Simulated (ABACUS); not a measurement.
**Band-structure run of MnS (part 1 of 3)**

System: MnS (4 atoms in the cell).
Method: Kohn-Sham DFT of a periodic cell, PBEsol, SPMS ONCV 1.0 PBE, spin-polarised (ABACUS 3.10.1).

The structure derives from a Materials Project entry.

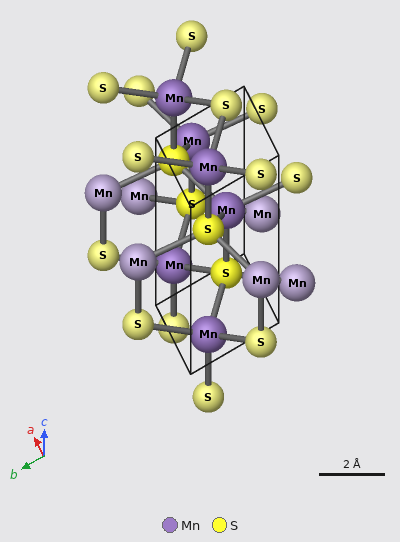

Fig. 1: The input geometry (ball-and-stick view of the cell of the calculation, repeated 2 × 1 × 1, seen at an oblique angle; neighbours outside the cell are drawn fainter). An atom can appear more than once, as a periodic image. Near neighbours in the periodic cell (some may lie outside the picture): Mn has 4 S at 2.36 to 2.42 Å; S has 4 Mn at 2.36 to 2.42 Å.

**Input**
```python
"""ABACUS run from a structure file: ASE reads it, the script writes STRU, KPT and INPUT."""
import re
import subprocess
from ase.io import read
from ase.units import Bohr

atoms = read("POSCAR")
atoms = atoms[(-atoms.numbers).argsort(kind="stable")]  # ABACUS lists atoms element by element
pseudo = {'Mn': '25_Mn_15_1.8_2.3_pbe_n_v1.0.upf', 'S': '16_S_6_1.8_1.9_pbe_n_v1.0.upf'}
orbital = {}
magmoms = [4.0, 4.0, 0.0, 0.0]
kmesh = [6, 6, 3]
params = {
    'suffix': 'MnS',
    'calculation': 'scf',
    'basis_type': 'pw',
    'pseudo_dir': './',
    'symmetry': 1,
    'dft_functional': 'pbesol',
    'ecutwfc': 97,
    'pseudo_rcut': 7,
    'nspin': 2,
    'nbands': 36,
    'ks_solver': 'dav',
    'smearing_method': 'fd',
    'smearing_sigma': 0.00367493,
    'scf_thr': 1e-08,
    'scf_nmax': 100,
    'mixing_type': 'broyden',
    'mixing_beta': 0.4,
    'cal_force': 1,
    'cal_stress': 1,
    'out_chg': 1,
    'out_pot': 2,
    'out_elf': 1,
}

symbols = atoms.get_chemical_symbols()
elements = list(dict.fromkeys(symbols))
lines = ["ATOMIC_SPECIES"] + [f"{e} {atoms.get_masses()[symbols.index(e)]:.4f} {pseudo[e]}" for e in elements]
if orbital:
    lines += ["", "NUMERICAL_ORBITAL"] + [orbital[e] for e in elements]
lines += ["", "LATTICE_CONSTANT", f"{1 / Bohr:.10f}", "", "LATTICE_VECTORS"]
lines += [" ".join(f"{x:.10f}" for x in v) for v in atoms.cell]
lines += ["", "ATOMIC_POSITIONS", "Direct"]
for e in elements:
    lines += ["", e, "0.0", str(symbols.count(e))]
    for i, p in enumerate(atoms.get_scaled_positions(wrap=False)):
        if symbols[i] == e:
            mag = "" if magmoms is None else " mag " + " ".join(str(x) for x in (magmoms[i] if isinstance(magmoms[i], list) else [magmoms[i]]))
            lines.append(" ".join(f"{x:.10f}" for x in p) + " 1 1 1" + mag)
open("STRU", "w").write("\n".join(lines) + "\n")
open("KPT", "w").write("K_POINTS\n0\nGamma\n%d %d %d 0 0 0\n" % tuple(kmesh))
open("INPUT", "w").write("INPUT_PARAMETERS\n" + "".join(f"{k:<20s}{v}\n" for k, v in params.items()))

done = subprocess.run(['mpirun', '-np', '4', 'abacus'])
if done.returncode:
    raise SystemExit(done.returncode)
log = open("OUT.MnS/running_scf.log").read()
print("final energy (eV):", re.findall(r"FINAL_ETOT_IS (\S+)", log))
```

**File POSCAR**
```
MnS
1.0
    3.9535769233      0.0000000000      0.0000000000
   -1.9767884617      3.4238980514      0.0000000000
    0.0000000000      0.0000000000      6.3425288600
Mn S
2 2
Direct
    0.6666666667      0.3333333333      0.4988446700
    0.3333333333      0.6666666667      0.9988446700
    0.3333333333      0.6666666667      0.6261543000
    0.6666666667      0.3333333333      0.1261543000
```

**File INPUT**
```
INPUT_PARAMETERS
suffix              MnS
calculation         scf
basis_type          pw
pseudo_dir          ./
symmetry            1
dft_functional      pbesol
ecutwfc             97
pseudo_rcut         7
nspin               2
nbands              36
ks_solver           dav
smearing_method     fd
smearing_sigma      0.00367493
scf_thr             1e-08
scf_nmax            100
mixing_type         broyden
mixing_beta         0.4
cal_force           1
cal_stress          1
out_chg             1
out_pot             2
out_elf             1
```

**File STRU**
```
ATOMIC_SPECIES
Mn 54.9380 25_Mn_15_1.8_2.3_pbe_n_v1.0.upf
S 32.0600 16_S_6_1.8_1.9_pbe_n_v1.0.upf

LATTICE_CONSTANT
1.8897261258

LATTICE_VECTORS
3.9535769233 0.0000000000 0.0000000000
-1.9767884617 3.4238980514 0.0000000000
0.0000000000 0.0000000000 6.3425288600

ATOMIC_POSITIONS
Direct

Mn
0.0
2
0.6666666667 0.3333333333 0.4988446700 1 1 1 mag 4.0
0.3333333333 0.6666666667 0.9988446700 1 1 1 mag 4.0

S
0.0
2
0.3333333333 0.6666666667 0.6261543000 1 1 1 mag 0.0
0.6666666667 0.3333333333 0.1261543000 1 1 1 mag 0.0
```

**File KPT**
```
K_POINTS
0
Gamma
6 6 3 0 0 0
```

Hardware: 4 threads of Intel Xeon (Sapphire Rapids), 32 GiB of memory available, shared host.

Launch command:
```bash
OMP_NUM_THREADS=1 python run_abacus.py > log
```

**The program's output**
```
ABACUS v3.10.1

               Atomic-orbital Based Ab-initio Computation at UStc

 ------------------------------------------------------------------------------------

 READING GENERAL INFORMATION
                           global_out_dir = OUT.MnS/
                           global_in_card = INPUT
                               pseudo_dir = ./
                              orbital_dir =
                                    DSIZE = 4
                                    GSIZE = 1

 READING UNITCELL INFORMATION
                                    ntype = 2
                  lattice constant (Bohr) = 1.88973
              lattice constant (Angstrom) = 1

 READING ATOM TYPE 1
                               atom label = Mn
                      L=0, number of zeta = 1
                      L=1, number of zeta = 1
                      L=2, number of zeta = 1
             number of atom for this type = 2
               magnetization of element 1 = 4

 READING ATOM TYPE 2
                               atom label = S
                      L=0, number of zeta = 1
                      L=1, number of zeta = 1
                      L=2, number of zeta = 1
             number of atom for this type = 2
               magnetization of element 2 = 0

                        TOTAL ATOM NUMBER = 4
DIRECT COORDINATES
    atom                   x                   y                   z     mag                  vx                  vy                  vz
taud_Mn1            0.6666666667        0.3333333333        0.4988446700  4.0000        0.0000000000        0.0000000000        0.0000000000
taud_Mn2            0.3333333333        0.6666666667        0.9988446700  4.0000        0.0000000000        0.0000000000        0.0000000000
taud_S1            0.3333333333        0.6666666667        0.6261543000  0.0000        0.0000000000        0.0000000000        0.0000000000
taud_S2            0.6666666667        0.3333333333        0.1261543000  0.0000        0.0000000000        0.0000000000        0.0000000000

                          Volume (Bohr^3) = 579.389
                             Volume (A^3) = 85.8565

 Lattice vectors: (Cartesian coordinate: in unit of a_0)
             +3.95358                  +0                  +0
             -1.97679             +3.4239                  +0
                   +0                  +0            +6.34253
 Reciprocal vectors: (Cartesian coordinate: in unit of 2 pi/a_0)
            +0.252936           +0.146032                  -0
                   -0           +0.292065                  -0
                   +0                  -0           +0.157666
 The esolver type has been set to : ksdft_pw

                PAO radial cut off (Bohr) = 7

 Read in pseudopotential file is 25_Mn_15_1.8_2.3_pbe_n_v1.0.upf
                     pseudopotential type = NC
          exchange-correlation functional = PBE
                 nonlocal core correction = 1
                        valence electrons = 15
                                     lmax = 2
                           number of zeta = 4
                     number of projectors = 6
                           L of projector = 0
                           L of projector = 0
                           L of projector = 1
                           L of projector = 1
                           L of projector = 2
                           L of projector = 2
 XC functional updated to : pbesol
          exchange-correlation functional = PBESOL
                PAO radial cut off (Bohr) = 7

 Read in pseudopotential file is 16_S_6_1.8_1.9_pbe_n_v1.0.upf
                     pseudopotential type = NC
          exchange-correlation functional = PBE
                 nonlocal core correction = 1
                        valence electrons = 6
                                     lmax = 2
                           number of zeta = 2
                     number of projectors = 6
                           L of projector = 0
                           L of projector = 0
                           L of projector = 1
                           L of projector = 1
                           L of projector = 2
                           L of projector = 2
 XC functional updated to : pbesol
          exchange-correlation functional = PBESOL
     initial pseudo atomic orbital number = 28
 The readin total magnetization is 8

 SETUP THE ELECTRONS NUMBER
            electron number of element Mn = 15
      total electron number of element Mn = 30
             electron number of element S = 6
       total electron number of element S = 12
            AUTOSET number of electrons:  = 42
                           occupied bands = 21
                                   NBANDS = 36
                                   NLOCAL = 36

%%%%%%%%%%%%%%%%%%%%%%%%%%%%%%%%%%%%%%%%%%%%%%%%%%%%%%%%%%%%%%%%%%%%%%%%%%%%%%%%%%%%%%%%%%%%%%%%%%%%%%%%%%
 Warning: the number of valence electrons in pseudopotential > 7 for Mn: [Ar] 3d5 4s2
 Pseudopotentials with additional electrons can yield (more) accurate outcomes, but may be less efficient.
 If you're confident that your chosen pseudopotential is appropriate, you can safely ignore this warning.
%%%%%%%%%%%%%%%%%%%%%%%%%%%%%%%%%%%%%%%%%%%%%%%%%%%%%%%%%%%%%%%%%%%%%%%%%%%%%%%%%%%%%%%%%%%%%%%%%%%%%%%%%%

 SETUP THE PLANE WAVE BASIS
 energy cutoff for charge/potential (unit:Ry) = 388
            fft grid for charge/potential = [ 48, 48, 75 ]
                        fft grid division = [ 1, 1, 1 ]
        big fft grid for charge/potential = [ 48, 48, 75 ]
                                     nbxx = 43776
                                     nrxx = 43776

 SETUP PLANE WAVES FOR CHARGE/POTENTIAL
                    number of plane waves = 74865
                         number of sticks = 1495

 PARALLEL PW FOR CHARGE/POTENTIAL
     PROC   COLUMNS(POT)             PW
        1            373          18715
        2            374          18714
        3            374          18718
        4            374          18718
 --------------- sum -------------------
        4           1495          74865
                            number of |g| = 3247
                                  max |g| = 35.0969
                                  min |g| = 0

----------- Double Check Mixing Parameters Begin ------------
mixing_type: broyden
mixing_beta: 0.4
mixing_gg0: 1
mixing_gg0_min: 0.1
mixing_beta_mag: 1.6
mixing_gg0_mag: 0
mixing_ndim: 8
----------- Double Check Mixing Parameters End ------------

 LATTICE VECTORS: (CARTESIAN COORDINATE: IN UNIT OF A0)
             +3.95358                  +0                  +0
             -1.97679             +3.4239                  +0
                   +0                  +0            +6.34253
                       right hand lattice = 1
                                   NORM_A = 3.95358
                                   NORM_B = 3.95358
                                   NORM_C = 6.34253
                           ALPHA (DEGREE) = 90
                           BETA  (DEGREE) = 90
                           GAMMA (DEGREE) = 120

 The lattice vectors have been changed (STRU_SIMPLE.cif)

(for optimal symmetric configuration:)
                             BRAVAIS TYPE = 4
                     BRAVAIS LATTICE NAME = 04. Hexagonal cell
                                    ibrav = 4
                                    IBRAV = 4
                                  BRAVAIS = HEXAGONAL CELL
                       LATTICE CONSTANT A = 3.95358
                                C/A RATIO = 1.60425
Original cell was already a primitive cell.
                        ROTATION MATRICES = 24
              PURE POINT GROUP OPERATIONS = 6
                   SPACE GROUP OPERATIONS = 12
                                       C2 = 0
                                       C3 = 2
                                       C4 = 0
                                       C6 = 0
                                       S1 = 3
                                       S3 = 0
                                       S4 = 0
                                       S6 = 0
                              POINT GROUP = C_3v
                                       C2 = 1
                                       C3 = 2
                                       C4 = 0
                                       C6 = 2
                                       S1 = 6
                                       S3 = 0
                                       S4 = 0
                                       S6 = 0
               POINT GROUP IN SPACE GROUP = C_6v

 SETUP K-POINTS
                                    nspin = 2
                   Input type of k points = Monkhorst-Pack(Gamma)
                                   nkstot = 108
                       right hand lattice = 1
(for reciprocal lattice: )
                             BRAVAIS TYPE = 4
                     BRAVAIS LATTICE NAME = 04. Hexagonal cell
                                    ibrav = 4
                       right hand lattice = 1
(for k-lattice: )
                             BRAVAIS TYPE = 4
                     BRAVAIS LATTICE NAME = 04. Hexagonal cell
                                    ibrav = 4
                       right hand lattice = 1
                        ROTATION MATRICES = 24
                               nkstot_ibz = 14
K-POINTS REDUCTION ACCORDING TO SYMMETRY
     IBZ    DIRECT_X    DIRECT_Y    DIRECT_Z  WEIGHT  ibz2bz
       1  0.00000000  0.00000000  0.00000000  0.0093       0
       2 -0.16666667  0.16666667  0.00000000  0.0556       1
       3 -0.33333333  0.33333333  0.00000000  0.0556       2
       4  0.50000000  0.50000000  0.00000000  0.0278       3
       5 -0.16666667  0.33333333  0.00000000  0.0556       7
       6  0.50000000  0.33333333  0.00000000  0.1111       8
       7  0.33333333  0.33333333  0.00000000  0.0185      14
       8  0.00000000  0.00000000  0.33333333  0.0185      36
       9 -0.16666667  0.16666667  0.33333333  0.1111      37
      10 -0.33333333  0.33333333  0.33333333  0.1111      38
      11  0.50000000  0.50000000  0.33333333  0.0556      39
      12 -0.16666667  0.33333333  0.33333333  0.1111      43
      13  0.50000000  0.33333333  0.33333333  0.2222      44
      14  0.33333333  0.33333333  0.33333333  0.0370      50

                               nkstot now = 14
[... K-POINTS DIRECT COORDINATES: 14 rows ...]

           k-point number in this process = 14
       minimum distributed K point number = 14
[... stars of the k points ...]
                             nks(nspin=2) = 28
                          nkstot(nspin=2) = 28

[... K-POINTS CARTESIAN COORDINATES: 28 rows ...]

[... K-POINTS DIRECT COORDINATES: 28 rows ...]

 SETUP PLANE WAVES FOR WAVE FUNCTIONS
     energy cutoff for wavefunc (unit:Ry) = 97
              fft grid for wave functions = [ 48, 48, 75 ]
                    number of plane waves = 11999
                         number of sticks = 439

 PARALLEL PW FOR WAVE FUNCTIONS
     PROC   COLUMNS(POT)             PW
        1            109           2999
        2            109           2999
        3            111           3001
        4            110           3000
 --------------- sum -------------------
        4            439          11999

 SETUP NONLOCAL PSEUDOPOTENTIALS IN PLANE WAVE BASIS
 Mn non-local projectors:
 projector 1 L=0
 projector 2 L=0
 projector 3 L=1
 projector 4 L=1
 projector 5 L=2
 projector 6 L=2
 S non-local projectors:
 projector 1 L=0
 projector 2 L=0
 projector 3 L=1
 projector 4 L=1
 projector 5 L=2
 projector 6 L=2
      TOTAL NUMBER OF NONLOCAL PROJECTORS = 72

 Init Non-Local PseudoPotential table :
 Init Non-Local-Pseudopotential done.

                                     npwx = 2371

 Make real space PAO into reciprocal space.
       max mesh points in Pseudopotential = 701
     dq(describe PAO in reciprocal space) = 0.01
                                    max q = 1186

 number of pseudo atomic orbitals for Mn is 4
WARNING: norm of atomic wavefunction # 3 of atomic type Mn is 0.999955, renormalized
WARNING: norm of atomic wavefunction # 4 of atomic type Mn is 0.995637, renormalized

 number of pseudo atomic orbitals for S is 2
WARNING: norm of atomic wavefunction # 1 of atomic type S is 0.999996, renormalized
WARNING: norm of atomic wavefunction # 2 of atomic type S is 0.999693, renormalized

 -------------------------------------------
 SELF-CONSISTENT
 -------------------------------------------
                                 init_chg = atomic

 PW ALGORITHM --------------- ION=   1  ELEC=   1--------------------------------

 Notice: Threshold on eigenvalues was too large.
 hsover_error=0.42 > DRHO=0.138036
 Origin diag ethr = 0.01
 New diag ethr = 0.000328656
          total magnetism (Bohr mag/cell) = 9.47719
       absolute magnetism (Bohr mag/cell) = 9.47722
                        nelec for spin up = 25.7386
                      nelec for spin down = 16.2614

 Density error is 0.138933277305
                          Error Threshold = 0.000328656157645
----------------------------------------------------------
     Energy           Rydberg                 eV
----------------------------------------------------------
 E_KohnSham     -466.2085286081      -6343.0924452662
 E_Harris       -464.1561276325      -6315.1680974178
 E_Fermi        0.5241036945         7.1307965884
----------------------------------------------------------

 PW ALGORITHM --------------- ION=   1  ELEC=   2--------------------------------
          total magnetism (Bohr mag/cell) = 9.95983437138
       absolute magnetism (Bohr mag/cell) = 9.96079742271
                        nelec for spin up = 25.9799171857
                      nelec for spin down = 16.0200828143

 Density error is 0.0424629320817
                          Error Threshold = 0.000330793517392
----------------------------------------------------------
     Energy           Rydberg                 eV
----------------------------------------------------------
 E_KohnSham     -466.2289242317      -6343.3699419616
 E_Harris       -465.6982667545      -6336.1499765852
 E_Fermi        0.5666059619         7.7090696026
----------------------------------------------------------

 PW ALGORITHM --------------- ION=   1  ELEC=   3--------------------------------
          total magnetism (Bohr mag/cell) = 9.82141059186
       absolute magnetism (Bohr mag/cell) = 9.82190278221
                        nelec for spin up = 25.9107052959
                      nelec for spin down = 16.0892947041

 Density error is 0.00912955892386
                          Error Threshold = 0.000101102219242
----------------------------------------------------------
     Energy           Rydberg                 eV
----------------------------------------------------------
 E_KohnSham     -466.2311340428      -6343.4000079844
 E_Harris       -465.4226608190      -6332.4001654594
 E_Fermi        0.5633816325         7.6652003506
----------------------------------------------------------
```
